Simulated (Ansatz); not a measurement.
# What a change does: geometry relaxation on MoS2

System: MoS2 (P-3m1, 6 atoms in the cell).
Method of the first run: Kohn-Sham DFT of a periodic cell, BLYP with D3(BJ), Ansatz PAW, no spin polarisation (Ansatz 0.2.0).

The structure derives from a Materials Project entry. Text and figures count atoms from 1; the logs count them from 0 in places.

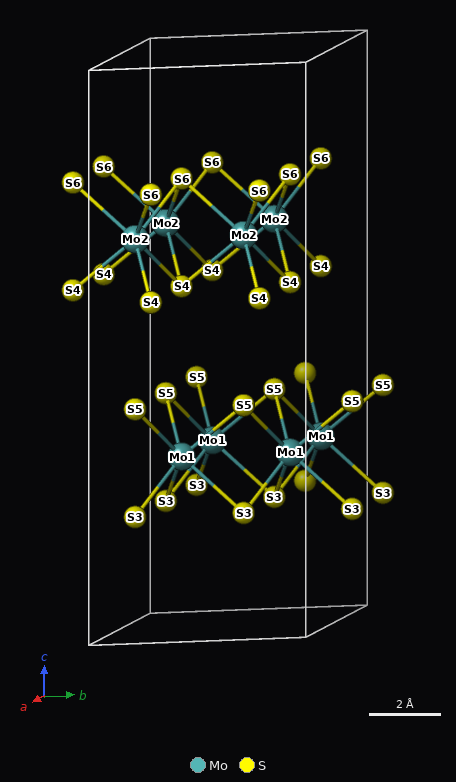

Fig. 1: The starting structure (ball-and-stick view of the 2 × 2 repeat of the cell, with the vacuum cut short, seen slightly off an axis; bonded neighbours outside the cell are drawn too; atoms are numbered from 1 in the order of the input). Near neighbours in the crystal (not all of them lie inside the picture): Mo has 6 S at 2.40 to 2.41 Å; S has 3 Mo at 2.40 to 2.41 Å.

**Input file, the first run**
```yaml
crystal:
  lattice:
    - [3.184541456, 0.0, 0.0]
    - [-1.592270728, 2.7578938003, 0.0]
    - [0.0, 0.0, 21.67053472]
  atoms:
    - { symbol: Mo, position: [0.3333333333, 0.6666666667, 0.85116023] }
    - { symbol: Mo, position: [0.6666666667, 0.3333333333, 0.14883977] }
    - { symbol: S, position: [0.6666666667, 0.3333333333, 0.77962539] }
    - { symbol: S, position: [0.3333333333, 0.6666666667, 0.077251] }
    - { symbol: S, position: [0.6666666667, 0.3333333333, 0.922749] }
    - { symbol: S, position: [0.3333333333, 0.6666666667, 0.22037461] }
hamiltonian:
  xc: blyp
  pseudopotentials: { kind: paw }
  dispersion: d3bj
kpoints:
  mp_grid: { grid: [10, 10, 2] }
scf:
  occupations: { method: fermi_dirac, width: 0.05 }
output:
  forces: true
  stress: true
relax:
  f_tol: 0.01
  max_steps: 40
  cell: { stress_tol: 0.05 }
```

Command:
```bash
ansatz run input.yaml --threads 2 --pin off --max-ram 5632MiB --backend cpu --events-out ev --progress --plain --runs-dir out
```

Hardware: 2 threads of Intel Xeon @ 2.50GHz (Skylake/Cascade Lake), 189 GiB of memory available, shared host.

**Output, shortened to warnings, some set-up lines, iterations and results (the first run)**
```
Basis set: ecut = 420 eV, 3721 PW (Γ), exchange–correlation on 48×48×300 points (8 copies of the dense FFT grid, shifted against one another)
Symmetry: 12 space group operations
k-points: 28 of 200
Initial density: superposition of atomic densities (neutral atoms: chi_scale 0, normalization atom), corrected by the library's trained network
[...]
SCF iter   1: F=—  HF=-13574.404986 eV  |F-HF|=—  |Δ(HF+E_count)|=         —  Δρ=8.43e-3  dr2=2.01e-1  ethr=1.77e-3  ⟨swp⟩=8.9  Hψ=4670  notcnv=0
SCF iter   2: F=—  HF=-13574.509253 eV  |F-HF|=—  |Δ(HF+E_count)|=   1.04e-1  Δρ=1.02e-2  dr2=1.45e0  ethr=3.87e-4  ⟨swp⟩=3.2  Hψ=1897  notcnv=0  defer=8  recentre
SCF iter   3: F=—  HF=-13574.390282 eV  |F-HF|=—  |Δ(HF+E_count)|=   1.19e-1  Δρ=5.68e-3  dr2=1.75e-1  ethr=3.87e-4  ⟨swp⟩=3.8  Hψ=1877  notcnv=0
SCF iter   4: F=—  HF=-13574.374200 eV  |F-HF|=—  |Δ(HF+E_count)|=   1.61e-2  Δρ=3.45e-3  dr2=2.43e-2  ethr=3.37e-4  ⟨swp⟩=2.3  Hψ=1356  notcnv=0
SCF iter   5: F=—  HF=-13574.374004 eV  |F-HF|=—  |Δ(HF+E_count)|=   1.96e-4  Δρ=1.19e-3  dr2=8.80e-4  ethr=4.68e-5  ⟨swp⟩=2.0  Hψ=1507  notcnv=0
[... 312 lines ...]
SCF iter   4: F=—  HF=-13574.988003 eV  |F-HF|=—  |Δ(HF+E_count)|=   1.03e-9  Δρ=6.10e-7  dr2=3.99e-10  ethr=9.91e-12  ⟨swp⟩=2.8  Hψ=1711  notcnv=0
SCF iter   5: F=-13574.988003 eV  HF=-13574.988003 eV  |F-HF|=3.64e-12  |Δ(HF+E_count)|=  2.73e-11  Δρ=1.32e-7  dr2=2.48e-11  ethr=1.00e-12  ⟨swp⟩=2.4  Hψ=1275  notcnv=0
SCF iter   6: F=-13574.988003 eV  HF=-13574.988003 eV  |F-HF|=1.82e-12  |Δ(HF+E_count)|=  1.82e-12  Δρ=3.89e-8  dr2=2.59e-12  ethr=1.00e-12  ⟨swp⟩=3.0  Hψ=2960  notcnv=0
SCF 31 converged in 6 iterations: F = -13574.988003 eV  dr2 = 2.59e-12
relax step  31: F+E_penalty+E_count = -13574.98800266 eV  Δ(F+E_penalty+E_count) = +2.009e-3 eV  max|allowed force component| = 2.682e-3 eV/Å  Δτ_max = 0.0000 Å  P = -0.008 …
basis re-selected at this cell: Δ(F+E_penalty+E_count) = +2.009e-3 eV, ΔP = -0.005 GPa vs the last step (what re-selecting the basis moved, of the pressure what is left beyond the Pulay correction that the steps carried, after the strain that the cell walked since its last selection, with what the …
SCF converged after 6 iterations
Free energy (F): -13574.988003 eV
Harris-Foulkes:  -13574.988003 eV  (|F-HF|=1.82e-12)
Internal energy: -13574.987981 eV  (E = F + TS)
E sigma→0 (E₀):  -13574.987992 eV
Entropy (-TS):   -0.000021 eV (-0.004 meV/atom)
Fermi energy:    12.332461 eV
--- Per-component energies (eV) ---
  E_band       = -260.559614
  E_kinetic    = 1319.010719
  E_local      = -3600.905904  (includes V_loc(G=0)·N_el)
  E_nonlocal   = 402.728694
  E_hartree    = 1360.667174
  E_xc         = -748.108837
  E_vxc        = -794.614970  (∫ρ·V_xc dr)
  E_paw        = -8858.753542  (= ΣΔE_a)
  E_vpaw       = -308.112574  (= ΣTr[D̂ρ^β])
  E_aug_tail   = 0.000060  (compensation charges beyond the density's cutoff)
  E_ewald      = -3444.072901
  E_disp       = -5.801458  (pairwise vdW)
  E_core_change = 0.248015  (= ΣΔE_core)
  E_smearing   = -0.000021  (= −TS)
  E_closure    = 0.000000  (closes the sum)
  Σ components = -13574.988003   (vs F -13574.988003, Δ=0.00e0)
--- Forces (eV/Å), atoms counted from 1 ---
  atom   1  Mo    -0.00000000    -0.00000000    -0.00091076
  atom   2  Mo     0.00000000     0.00000000     0.00091076
  atom   3  S      0.00000000    -0.00000000    -0.00112804
  atom   4  S     -0.00000000     0.00000000     0.00268233
  atom   5  S      0.00000000    -0.00000000    -0.00268233
  atom   6  S     -0.00000000     0.00000000     0.00112804
  max |Σ_I F_I| component: 1.16e-17 eV/Å
--- Stress (GPa, compression-positive) ---
       -0.002512       0.000000      -0.000000
       -0.000000      -0.002512      -0.000000
       -0.000000      -0.000000      -0.019238
  P = ⅓ Tr σ = -0.0081 GPa (-0.081 kbar)
--- Relaxed structure (30 steps of the walk, 28 accepted, 1 SCFs on fresh bases) ---
[...]
```

The input of the second run differs as follows (lines with − go, lines with + come):
```diff
-  xc: blyp
+  xc: lda
-  dispersion: d3bj
```

What does this change do to the results?

The total energies belong to different models, so their difference says nothing on which is more stable or more accurate. The volume per atom goes from 17.27 to 30.04 Å³. The functional changes from BLYP to LDA. The SCF takes 47 iterations over all geometry steps against 260. On the same kind of shared host the second run took about 0.18 times as long.

**Output, shortened to warnings, some set-up lines, iterations and results (the second run)**
```
Basis set: ecut = 420 eV, 3721 PW (Γ)
Symmetry: 12 space group operations
k-points: 28 of 200
Initial density: superposition of atomic densities (neutral atoms: chi_scale 0, normalization atom), corrected by the library's trained network
[...]
SCF iter   1: F=—  HF=-13169.556027 eV  |F-HF|=—  |Δ(HF+E_count)|=         —  Δρ=6.20e-3  dr2=1.04e-1  ethr=1.77e-3  ⟨swp⟩=9.1  Hψ=4868  notcnv=0
SCF iter   2: F=—  HF=-13169.659743 eV  |F-HF|=—  |Δ(HF+E_count)|=   1.04e-1  Δρ=8.81e-3  dr2=1.08e0  ethr=2.00e-4  ⟨swp⟩=4.2  Hψ=2388  notcnv=0  defer=8  recentre
SCF iter   3: F=—  HF=-13169.552258 eV  |F-HF|=—  |Δ(HF+E_count)|=   1.07e-1  Δρ=4.20e-3  dr2=4.43e-2  ethr=2.00e-4  ⟨swp⟩=4.1  Hψ=2185  notcnv=0  defer=1
SCF iter   4: F=—  HF=-13169.550999 eV  |F-HF|=—  |Δ(HF+E_count)|=   1.26e-3  Δρ=2.64e-3  dr2=1.06e-2  ethr=8.53e-5  ⟨swp⟩=1.7  Hψ=1153  notcnv=0  defer=1
SCF iter   5: F=—  HF=-13169.551173 eV  |F-HF|=—  |Δ(HF+E_count)|=   1.74e-4  Δρ=8.43e-4  dr2=4.21e-4  ethr=2.03e-5  ⟨swp⟩=2.0  Hψ=1107  notcnv=0  defer=1
[... 49 lines ...]
SCF iter   5: F=—  HF=-13169.667878 eV  |F-HF|=—  |Δ(HF+E_count)|=   4.91e-9  Δρ=9.11e-7  dr2=7.85e-10  ethr=9.52e-11  ⟨swp⟩=2.0  Hψ=1141  notcnv=0
SCF iter   6: F=—  HF=-13169.667878 eV  |F-HF|=—  |Δ(HF+E_count)|=  5.46e-11  Δρ=2.87e-7  dr2=7.80e-11  ethr=1.51e-12  ⟨swp⟩=2.9  Hψ=1607  notcnv=0
SCF iter   7: F=-13169.667878 eV  HF=-13169.667878 eV  |F-HF|=2.18e-11  |Δ(HF+E_count)|=  5.46e-12  Δρ=8.58e-8  dr2=1.36e-11  ethr=1.00e-12  ⟨swp⟩=5.0  Hψ=3451  notcnv=0
SCF 6 converged in 7 iterations: F = -13169.667878 eV  dr2 = 1.36e-11
relax step   6: F+E_penalty+E_count = -13169.66787791 eV  Δ(F+E_penalty+E_count) = +4.159e-4 eV  max|allowed force component| = 1.602e-3 eV/Å  Δτ_max = 0.0000 Å  P = -0.009 …
basis re-selected at this cell: Δ(F+E_penalty+E_count) = +4.159e-4 eV, ΔP = -0.001 GPa vs the last step (what re-selecting the basis moved, of the pressure what is left beyond the Pulay correction that the steps carried, after the strain that the cell walked since its last selection, with what the …
SCF converged after 7 iterations
Free energy (F): -13169.667878 eV
Harris-Foulkes:  -13169.667878 eV  (|F-HF|=2.18e-11)
Internal energy: -13169.667878 eV  (E = F + TS)
E sigma→0 (E₀):  -13169.667878 eV
Entropy (-TS):   -0.000000 eV (-0.000 meV/atom)
Fermi energy:    4.512025 eV
--- Per-component energies (eV) ---
  E_band       = -665.611476
  E_kinetic    = 1319.342090
  E_local      = -26959.938472  (includes V_loc(G=0)·N_el)
  E_nonlocal   = 412.772442
  E_hartree    = 12845.841902
  E_xc         = -753.577021
  E_vxc        = -813.070238  (∫ρ·V_xc dr)
  E_paw        = -8453.780472  (= ΣΔE_a)
  E_vpaw       = -316.400959  (= ΣTr[D̂ρ^β])
  E_aug_tail   = 0.000045  (compensation charges beyond the density's cutoff)
  E_ewald      = 8418.113186
  E_core_change = 1.558423  (= ΣΔE_core)
  E_smearing   = -0.000000  (= −TS)
  E_closure    = 0.000000  (closes the sum)
  Σ components = -13169.667878   (vs F -13169.667878, Δ=0.00e0)
--- Forces (eV/Å), atoms counted from 1 ---
  atom   1  Mo    -0.00000000     0.00000000     0.00160205
  atom   2  Mo    -0.00000000    -0.00000000    -0.00160205
  atom   3  S      0.00000000     0.00000000     0.00108446
  atom   4  S      0.00000000     0.00000000     0.00003941
  atom   5  S     -0.00000000     0.00000000    -0.00003941
  atom   6  S      0.00000000     0.00000000    -0.00108446
  max |Σ_I F_I| component: 8.10e-18 eV/Å
--- Stress (GPa, compression-positive) ---
       -0.005977       0.000000       0.000000
        0.000000      -0.005977      -0.000000
        0.000000       0.000000      -0.014526
  P = ⅓ Tr σ = -0.0088 GPa (-0.088 kbar)
--- Relaxed structure (5 steps of the walk, 5 accepted, 1 SCFs on fresh bases) ---
  F+E_penalty+E_count = -13169.66787791 eV   max|allowed force component| = 1.602e-3 eV/Å   (the final SCF, on the basis selected at the relaxed cell)
[...]
```

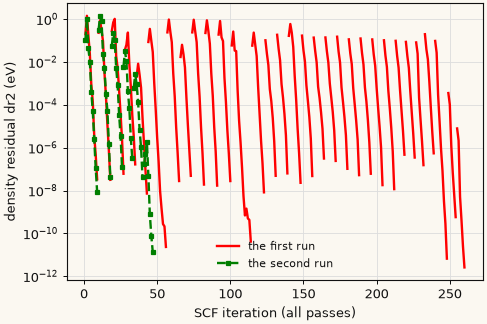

Fig. 2: Convergence of the two runs: density residual dr2 against the SCF iteration. A break in a curve parts two SCF passes. The first run takes 260 iterations in all, and the second run takes 47.

**The two runs side by side**

```tsv
quantity	the first run	the second run
outcome	converged	converged
free energy per atom (eV)	−2262.4980	−2194.9446
pressure (GPa)	−0.01	−0.01
volume per atom (Å³)	17.27	30.04
largest force (eV/Å)	0.003	0.002
SCF iterations	260	47
irreducible k-points	28	28
wall time (shared host)	5 min	54 s
```

For the first run: Points of doubt noted for this run: forces on files of another functional.
